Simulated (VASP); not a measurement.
**Two runs on Si**

System: Si (P6/mmm, 1 atom in the cell).
Method of the first run: Kohn-Sham DFT of a periodic cell, optPBE-vdW, VASP PAW PBE potentials, recommended, no spin polarisation (VASP 6.6.1).

The structure derives from a Materials Project entry. 

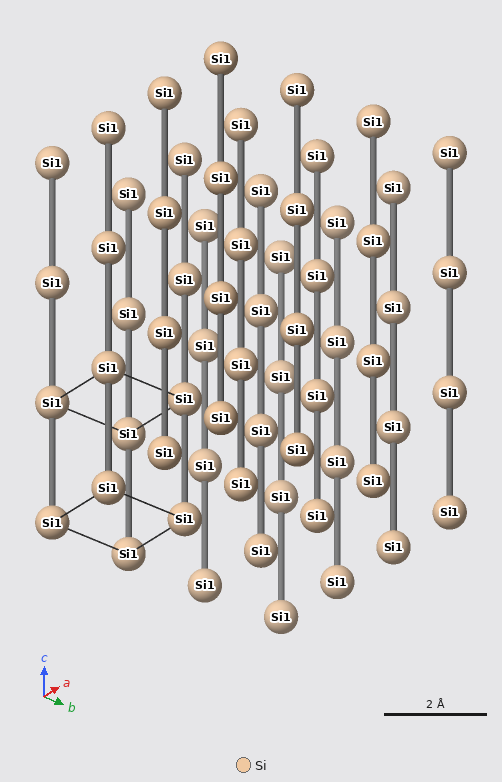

The starting structure (ball-and-stick view of the cell of the calculation, repeated 3 × 3 × 3, seen at an oblique angle; atoms are numbered from 1 in the order of the input).

INCAR, the first run:
```
SYSTEM = Si
AGGAC    = 0.0          
ALGO     = Normal         ! electronic algorithm
EDIFF    = 1E-6           ! SCF threshold, eV
EDIFFG   = -0.01          ! ionic threshold
ENCUT    = 600            ! plane-wave cutoff, eV
GGA      = OR             ! functional
IBRION   = 2              ! ionic algorithm
ISIF     = 3              ! what is computed and relaxed
ISMEAR   = -1             ! smearing method
LASPH    = .True.         ! aspherical terms in the spheres
LCHARG   = .False.        ! write CHGCAR
LREAL    = .False.        ! projectors in reciprocal space
LUSE_VDW = .True.       
LWAVE    = .False.        ! write WAVECAR
NELM     = 80             ! most SCF steps
NSW      = 40             ! ionic steps
PREC     = Accurate       ! precision mode
SIGMA    = 0.05           ! smearing width, eV
```

KPOINTS, the first run:
```
k-points
0
Gamma
  12 12 11
  0 0 0
```

POSCAR, the first run:
```
Si
1.0
    2.6205428149      0.0000000000      0.0000000000
   -1.3102714075      2.2694566494      0.0000000000
    0.0000000000      0.0000000000      2.4663543900
Si
1
Direct
    0.0000000000      0.0000000000      0.0000000000
```

Launched with:
```bash
cat potpaw_PBE.64/Si/POTCAR > POTCAR
mpirun -np 1 vasp_std > vasp.out
```

Hardware: 1 thread of Intel Xeon (Sapphire Rapids), 192 GiB of memory available, shared host.

OSZICAR and lines of OUTCAR (the first run):
```
N       E                     dE             d eps       ncg     rms          rms(c)
DAV:   1     0.916033692673E+00    0.91603E+00   -0.19000E+03  1446   0.575E+02
DAV:   2    -0.356451604643E+01   -0.44805E+01   -0.41481E+01  1920   0.471E+01
DAV:   3    -0.361115241503E+01   -0.46636E-01   -0.46381E-01  1716   0.511E+00
DAV:   4    -0.361124578053E+01   -0.93365E-04   -0.93362E-04  1932   0.249E-01
DAV:   5    -0.361124604022E+01   -0.25969E-06   -0.26047E-06  1800   0.922E-03    0.267E+00
DAV:   6    -0.362091040848E+01   -0.96644E-02   -0.43020E-03  1590   0.496E-01    0.159E+00
DAV:   7    -0.362778125957E+01   -0.68709E-02   -0.10652E-02  1632   0.807E-01    0.141E-01
[...]
DAV:   2    -0.364320513479E+01    0.85992E-04   -0.20726E-04  1572   0.112E-01    0.320E-02
DAV:   3    -0.364316338298E+01    0.41752E-04   -0.11744E-04  1620   0.592E-02    0.298E-03
DAV:   4    -0.364316385699E+01   -0.47401E-06   -0.55689E-06  1482   0.206E-02
   4 F= -.36431639E+01 E0= -.36417718E+01  d E =-.101873E-03
       N       E                     dE             d eps       ncg     rms          rms(c)
DAV:   1    -0.364317595355E+01   -0.12571E-04   -0.25934E-04  1596   0.903E-02    0.107E-02
DAV:   2    -0.364317272785E+01    0.32257E-05   -0.74123E-06  1572   0.210E-02    0.605E-03
DAV:   3    -0.364317119071E+01    0.15371E-05   -0.43396E-06  1524   0.114E-02    0.550E-04
DAV:   4    -0.364317121551E+01   -0.24804E-07   -0.19981E-07   726   0.394E-03
   5 F= -.36431712E+01 E0= -.36418028E+01  d E =-.109232E-03
[... from OUTCAR:]
  free energy    TOTEN  =        -3.64317122 eV
  energy without entropy =       -3.64043430  energy(sigma->0) =       -3.64180276
 E-fermi :   8.9634     XC(G=0): -10.7451     alpha+bet :-15.4863
  free  energy   TOTEN  =        -3.6431712155 eV
  energy  without entropy=       -3.6404343047  energy(sigma->0) =       -3.64180276
```

For the second run the input was changed thus:
```diff
+NELM     = 100            ! most SCF steps
+GGA      = ML             ! functional
+ZAB_VDW  = -1.8867      
+NSW      = 60             ! ionic steps
-GGA      = OR             ! functional
-NELM     = 80             ! most SCF steps
-NSW      = 40             ! ionic steps
-k-points
+Automatic mesh
```

Predict how the results change.

The total energies belong to different methods, so their difference says nothing on which is more stable or more accurate. The volume per atom goes from 15.49 to 16.80 Å³. The SCF takes 40 iterations over all geometry steps against 28. On the same kind of shared host the second run took about 1.5 times as long.

OSZICAR and lines of OUTCAR (the second run):
```
N       E                     dE             d eps       ncg     rms          rms(c)
DAV:   1     0.164813770534E+01    0.16481E+01   -0.18871E+03  1440   0.576E+02
DAV:   2    -0.286873479528E+01   -0.45169E+01   -0.42145E+01  1926   0.475E+01
DAV:   3    -0.291950847629E+01   -0.50774E-01   -0.50479E-01  1728   0.534E+00
DAV:   4    -0.291961923680E+01   -0.11076E-03   -0.11076E-03  1920   0.273E-01
DAV:   5    -0.291961954052E+01   -0.30372E-06   -0.30396E-06  1800   0.103E-02    0.168E+00
DAV:   6    -0.294853082447E+01   -0.28911E-01   -0.15531E-02  1578   0.964E-01    0.109E+00
DAV:   7    -0.297604335109E+01   -0.27513E-01   -0.59260E-02  1638   0.190E+00    0.121E-01
[...]
       N       E                     dE             d eps       ncg     rms          rms(c)
DAV:   1    -0.304276397553E+01    0.98635E-07   -0.15351E-05  1662   0.220E-02    0.262E-03
DAV:   2    -0.304276379950E+01    0.17602E-06   -0.38908E-07   828   0.503E-03
   7 F= -.30427638E+01 E0= -.30408308E+01  d E =-.694136E-03
       N       E                     dE             d eps       ncg     rms          rms(c)
DAV:   1    -0.304277573195E+01   -0.11756E-04   -0.24110E-04  1452   0.838E-02    0.118E-02
DAV:   2    -0.304277372284E+01    0.20091E-05   -0.19590E-06  1674   0.140E-02    0.714E-03
DAV:   3    -0.304277243317E+01    0.12897E-05   -0.15317E-06  1122   0.909E-03    0.118E-03
DAV:   4    -0.304277246666E+01   -0.33493E-07   -0.44054E-08   690   0.224E-03
   8 F= -.30427725E+01 E0= -.30408313E+01  d E =-.866716E-05
[... from OUTCAR:]
  free energy    TOTEN  =        -3.04277247 eV
  energy without entropy =       -3.03889013  energy(sigma->0) =       -3.04083130
 E-fermi :   8.0566     XC(G=0): -10.1095     alpha+bet :-14.2748
  free  energy   TOTEN  =        -3.0427724667 eV
  energy  without entropy=       -3.0388901286  energy(sigma->0) =       -3.04083130
```

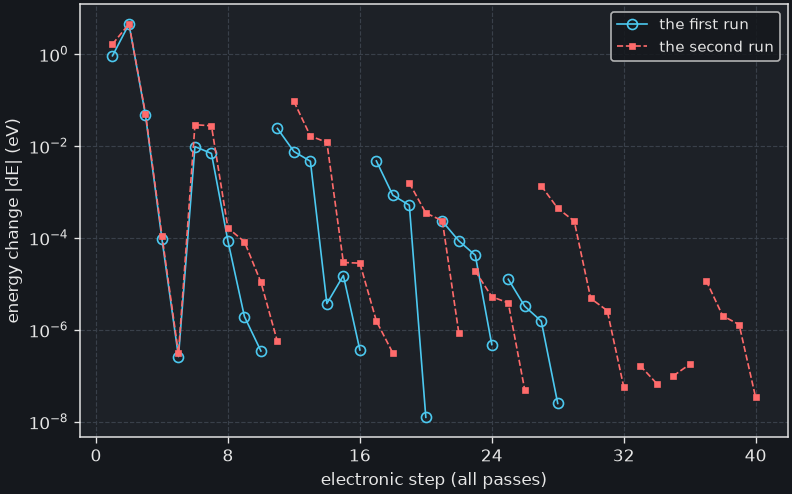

Convergence of the two runs: energy change |dE| against the electronic step. A break in a curve parts two SCF passes. The first run takes 28 steps in all, and the second run takes 40.

The two runs side by side:

```tsv
quantity	the first run	the second run
outcome	converged	converged
free energy per atom (eV)	−3.6432	−3.0428
energy per atom, smearing taken to zero (eV)	−3.6418	−3.0408
gap on the mesh (eV)	0.00	0.00
pressure (GPa)	0.01	−0.01
volume per atom (Å³)	15.49	16.80
largest force (eV/Å)	0.000	0.000
SCF iterations	28	40
irreducible k-points	114	114
```

For both runs: The volume changed by more than 5 % on the plane waves of the start, so the result carries a basis error; a second relaxation from the end is advised.
